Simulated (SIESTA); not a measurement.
System: Ti₂O, space group P-3m1 (No. 164).

Structure:
```
Ti O
1.0
     2.91940    0.00000    0.00000
    -1.45970    2.52827    0.00000
     0.00000    0.00000    4.71300
Ti O
2 1
Cartesian
  0.0000 1.6855 3.3993
  1.4597 0.8428 1.3137
  0.0000 0.0000 0.0000
```

How it was computed, with SIESTA 5.4.2: DFT in numerical atomic orbitals with pseudopotentials, no spin polarisation; energies at scaled volumes of the given cell, shape and fractions fixed, counted from the fit's minimum, third-order Birch-Murnaghan fit. Level: PBEsol.

k mesh 10×10×6; occupations Fermi–Dirac; smearing width 0.05 eV; potentials PseudoDojo 0.4 standard, converted to PSML, two zetas on semicore shells; program settings basis DZP, mesh cutoff 800 Ry.

Describe the result: the energy against volume. The volume takes the values 10.90, 11.13, 11.36, 11.60, 11.83, 12.06, 12.29 Å³/atom.

A third-order Birch–Murnaghan fit gives V0 = 11.92 Å³/atom, B0 = 201 GPa and B′ = 4.1. The energy is 64.11 meV/atom at volume 10.90 Å³/atom and 6.82 meV/atom at 12.29 Å³/atom; the lowest computed point is at volume 11.83 Å³/atom (0.47 meV/atom).

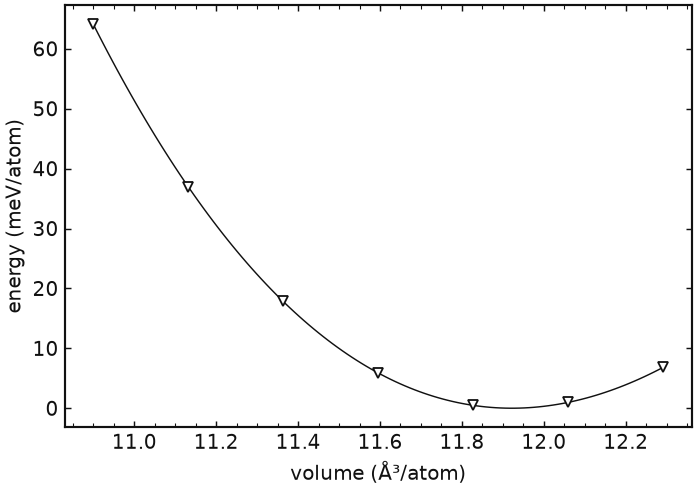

Limits of the calculation: mulliken charges of long orbitals; shape and atomic fractions are frozen while scaling, which makes layered, chain and framework solids too stiff.
